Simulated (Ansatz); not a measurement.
Geometry optimisation.

Program: Ansatz.

```
crystal:
  lattice:
    - [11.1, 0.0, 0.0]
    - [0.0, 12.3, 0.0]
    - [0.0, 0.0, 4.2387110221]
  atoms:
    - { symbol: V, position: [0.5954664645, 0.5, 0.0] }
    - { symbol: V, position: [0.4045335355, 0.5, 0.5] }
    - { symbol: V, position: [0.4045335355, 0.6218382645, 0.0] }
    - { symbol: V, position: [0.4045335355, 0.3781617355, 0.0] }
    - { symbol: V, position: [0.5954664645, 0.6218382645, 0.5] }
    - { symbol: V, position: [0.5954664645, 0.3781617355, 0.5] }
basis:
  ecutwfc: 420
kpoints:
  mp_grid: { grid: [1, 1, 8] }
hamiltonian:
  xc: pbe
scf:
  occupations: { method: gaussian, width: 0.05 }
output:
  forces: true
  stress: true
  eigenvalues: true
  populations: true
  write_density: true
  write_potential: true
  elf: true
  volumetric_format: npy
relax:
  adjacent_minimum: "off"
  f_tol: 0.02
  max_steps: 45
  cell: { fix: [a, b, alpha, beta, gamma], stress_tol: 0.03 }
```

Command:
```bash
ansatz run input.yaml --threads 4 --pin off --max-ram 9216MiB --backend cpu --events-out ev --progress --plain --runs-dir out
```

How does the optimisation go?

Answer. The optimisation met its thresholds at geometry 16, counting the start as the first. The energy fell by about 720 meV/atom from the first step to the last. Steps 12 and 14 went uphill and were rejected by the line search. The largest force component goes from about 2.1 eV/Å at the start to 0.011 eV/Å at the end. The volume shrinks from 96.5 to 64.6 Å³ per atom (−33 %), as the pressure goes from −3.8 GPa to about 0 GPa.

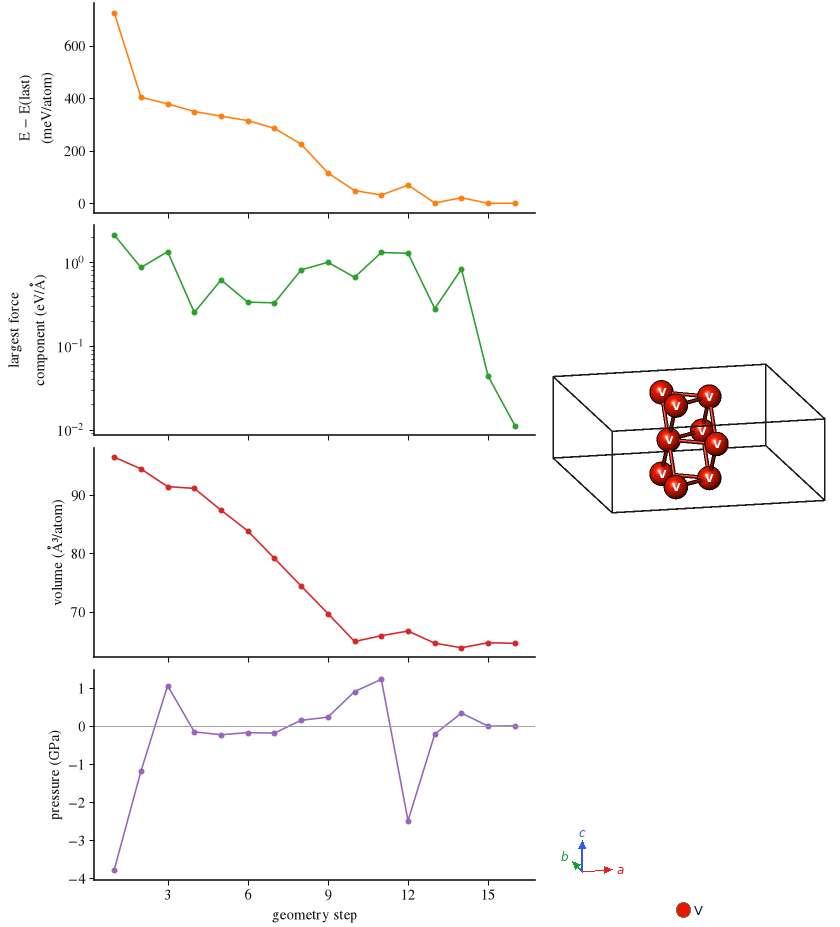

Beside the plot: the structure at the start.

History of the run, step by step. A closing SCF on a freshly chosen basis isn't drawn.
